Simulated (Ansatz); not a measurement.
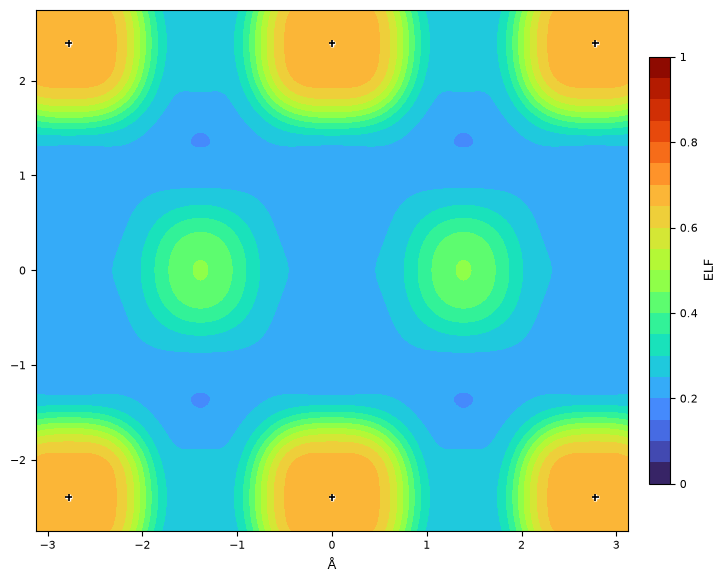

The ELF on a plane through atoms (crosses mark nuclei in the plane).

All numbers below come from DFT LDA, scalar-relativistic, plane waves, PAW (Ansatz 0.2.0).

Candidates:
A. SnO2, a = 4.67 Å, b = 4.67 Å, c = 3.15 Å, α = 90.00°, β = 90.00°, γ = 90.00°. Space group Pnnm; a structure from a database of computed crystals, not necessarily the ambient phase; changed on purpose from its base cell (shift of O3 along [0 1 0], its symmetry partners moved alike: -0.061 A in the relaxed cell; volume per atom at fixed shape 11.4440); not relaxed (largest force 1.0 eV/Å); computed pressure about 7 GPa in this cell.
B. Pt, a = 2.78 Å, b = 2.78 Å, c = 4.79 Å, α = 90.00°, β = 90.00°, γ = 120.00°. Space group P6₃/mmc; a structure from a database of computed crystals, not necessarily the ambient phase; changed on purpose from its base cell (mode 1 frozen in at +0.000 Å, equal normal strain along x, y and z +0.0250); computed pressure about −18 GPa in this cell.

**Which candidate gave the map?**

Candidate B: Pt on the (010) plane of the conventional cell, which holds Pt. Pt–Pt (2.78 Å): the ELF is about 0.30 at the midpoint (no shared electron pair shows on this line).
